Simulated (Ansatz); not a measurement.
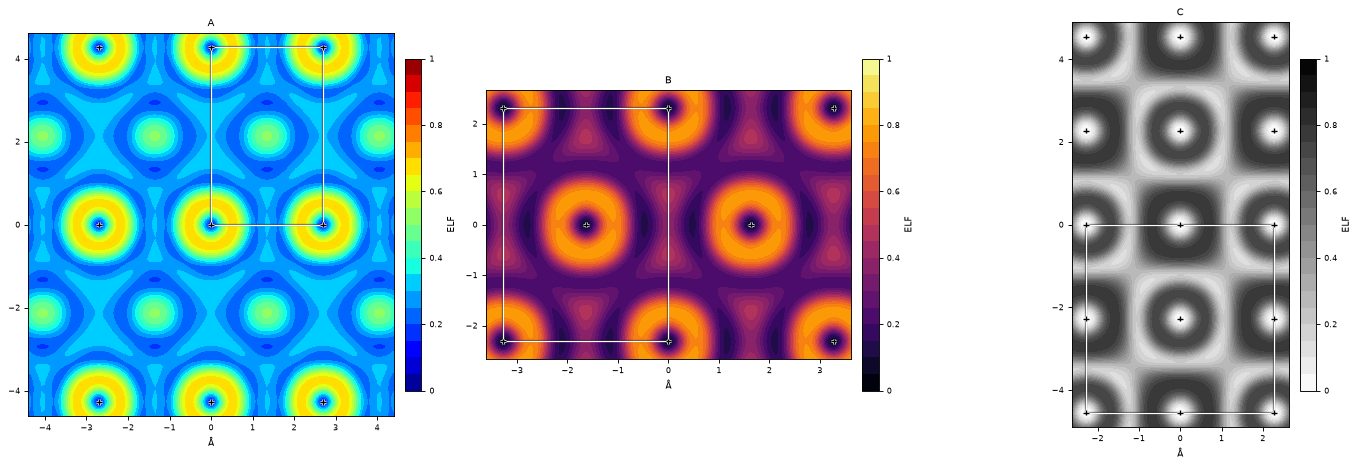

The ELF of 3 systems, each on a plane through atoms (crosses mark nuclei in the plane).

Computed with DFT r2SCAN, scalar-relativistic, plane waves, PAW (Ansatz 0.2.0).

System 1: Nb, the (11̄0) plane of the conventional cell. Space group Im-3m; changed on purpose from its base cell (volume × 0.97); computed pressure about 6 GPa in this cell; computed without spin polarisation.

```
Nb
1.0
     3.27118    0.00000    0.00000
     0.00000    3.27118    0.00000
     0.00000    0.00000    3.27118
Nb
2
Cartesian
  0.0000 0.0000 0.0000
  1.6356 1.6356 1.6356
```

System 2: TaC, the (010) plane of the conventional cell. Space group Fm-3m; changed on purpose from its base cell (volume × 1.06); computed pressure about −18 GPa in this cell; computed without spin polarisation.

```
Ta C
1.0
     4.54955    0.00000    0.00000
     0.00000    4.54955    0.00000
     0.00000    0.00000    4.54955
Ta C
4 4
Direct
  0.00000 0.00000 0.00000
  0.50000 0.50000 0.00000
  0.50000 0.00000 0.50000
  0.00000 0.50000 0.50000
  0.50000 0.00000 0.00000
  0.00000 0.50000 0.00000
  0.00000 0.00000 0.50000
  0.50000 0.50000 0.50000
```

System 3: Ru, the (010) plane of the conventional cell. Space group P6₃/mmc; computed without spin polarisation.

```cif
data_structure
_symmetry_space_group_name_H-M 'P 1'
_symmetry_Int_Tables_number 1
_cell_length_a 2.7023
_cell_length_b 2.7023
_cell_length_c 4.2660
_cell_angle_alpha 90.000
_cell_angle_beta 90.000
_cell_angle_gamma 120.000
_cell_volume 26.98
loop_
_atom_site_label
_atom_site_type_symbol
_atom_site_fract_x
_atom_site_fract_y
_atom_site_fract_z
_atom_site_occupancy
Ru1 Ru 0.33333 0.66667 0.25000 1
Ru2 Ru 0.66667 0.33333 0.75000 1
```

Match each panel to its system.

Panel A is system 3, Ru: the plane holds Ru. Ru–Ru (2.70 Å): the ELF is about 0.30 at the midpoint. Panel B is system 1, Nb: the plane holds Nb. Nb–Nb (2.83 Å): the ELF is about 0.25 at the midpoint: no localised pair shows between them. Panel C is system 2, TaC: the plane holds Ta and C. Ta–C (2.27 Å): the ELF peaks at about 0.80 in the valence shell of C, 0.7 Å from its nucleus, and is about 0.25 at the midpoint.
